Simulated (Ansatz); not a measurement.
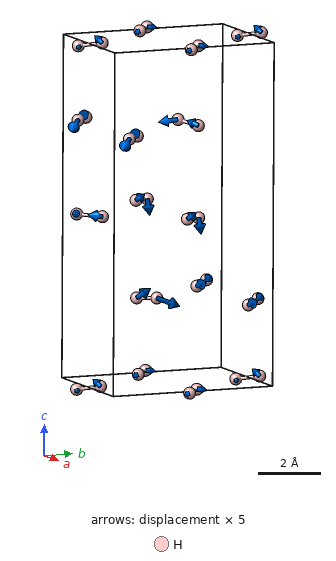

A relaxation of crystalline H (built on the database_62 type) (coarse preliminary run). The starting structure is drawn; blue arrows show the displacements (the part carried along by the change of the cell is left out), 5 times their true length.

Style: ball-and-stick. Shown: the cell of the calculation, slightly off an axis.

These are results of Ansatz 0.2.0, DFT PBEsol, scalar-relativistic, plane waves, PAW, not measurements.

The input:
```yaml
crystal:
  lattice:
    - [-0.0547935543, 0.0280341544, 4.4590582464]
    - [5.6016318163, 0.0037534304, -0.0681775228]
    - [0.0078592899, 11.2450007543, 0.0730388871]
  atoms:
    - { symbol: H, position: [0.4336673569, 0.5821221659, 0.7577819199] }
    - { symbol: H, position: [0.0470645212, 0.0778930246, 0.749428683] }
    - { symbol: H, position: [0.5714537061, 0.4094518322, 0.2508664474] }
    - { symbol: H, position: [0.9364610922, 0.9266317114, 0.2534794299] }
    - { symbol: H, position: [0.5661735848, 0.6667348496, 0.7447882647] }
    - { symbol: H, position: [0.9360100893, 0.1640741449, 0.7495379498] }
    - { symbol: H, position: [0.4482827056, 0.3224273387, 0.2471686561] }
    - { symbol: H, position: [0.0643277222, 0.8252879964, 0.2453536645] }
    - { symbol: H, position: [0.0612524298, 0.4601501354, 0.9992077603] }
    - { symbol: H, position: [0.4328974126, 0.9481935789, 0.5016702554] }
    - { symbol: H, position: [0.9433503848, 0.5497791818, 0.5005604032] }
    - { symbol: H, position: [0.5674699983, 0.0597491255, 0.0038484098] }
    - { symbol: H, position: [0.9371520716, 0.5447157972, 0.0012522583] }
    - { symbol: H, position: [0.5588751982, 0.0696092957, 0.497271584] }
    - { symbol: H, position: [0.057215481, 0.4418582979, 0.5061400329] }
    - { symbol: H, position: [0.4383462455, 0.9513215239, 0.9916442807] }
basis:
  ecutwfc: 420
kpoints:
  mp_grid: { grid: [4, 4, 2] }
hamiltonian:
  xc: pbesol
scf:
  occupations: { method: gaussian, width: 0.1 }
output:
  forces: true
  stress: true
  eigenvalues: true
relax:
  adjacent_minimum: "off"
  f_tol: 0.015
  max_steps: 120
  cell: { stress_tol: 0.15 }
```

> Describe the change and its energy.

After 10 accepted moves (11 points after the start) the energy has fallen by 27.6 meV per atom. The largest force component goes from 2.1 to 0.011 eV/Å. The pressure goes from −0.69 to −0.04 GPa. At 1 point the geometry stayed and the basis and grid were re-selected for the new cell (energy shift of 0.7 meV per atom at most each time). The largest move relative to the cell is that of H3, 0.18 Å roughly along [0 3 −1]. Cell: a 4.459 → 4.368 Å (−2.1 %), b 5.602 → 5.369 Å (−4.2 %), c 11.245 → 11.165 Å (−0.7 %), β 89.3° → 89.4°, γ 91.4° → 91.0°. Volume −6.8 %. Near-neighbour distances that change, for instance: H10–H14 0.872 → 0.760 Å, H12–H16 0.839 → 0.759 Å, H4–H8 0.819 → 0.759 Å, H2–H6 0.700 → 0.759 Å. The space group stays P1 (No. 1).
